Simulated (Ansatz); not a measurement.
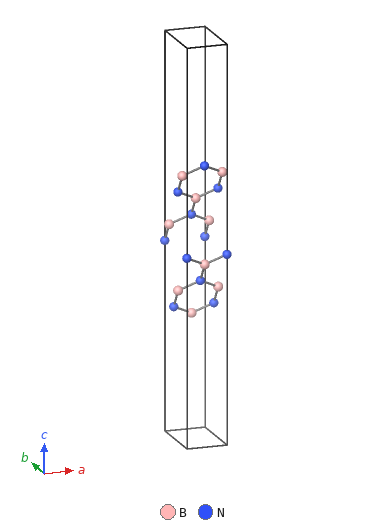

Ball-and-stick drawing of the structure, looking from a general direction. The frame is the simulation cell; atoms at its boundary are shown with their periodic copies. Cell: a = 2.508 Å, b = 3.982 Å, c = 24.700 Å, α = 90.00°, β = 90.00°, γ = 90.00°.

The stoichiometry is BN. Cell content 6 B, 6 N; Z = 6. Coordination numbers (contacts within bonding distance): B 2 to 3 (mean 2.8) and N 2 to 3 (mean 2.8). The bonds build BN chains along [100].

It goes back to a structure listed in the Materials Project, from which a slab was cut. Earlier steps of the study may have refined or changed the cell and positions. An electronic-structure calculation with Ansatz was run on it.

At this level of theory the cell isn't at rest (forces up to 2.3 eV/Å), so its distances can differ from those at equilibrium, the more so the softer the solid.
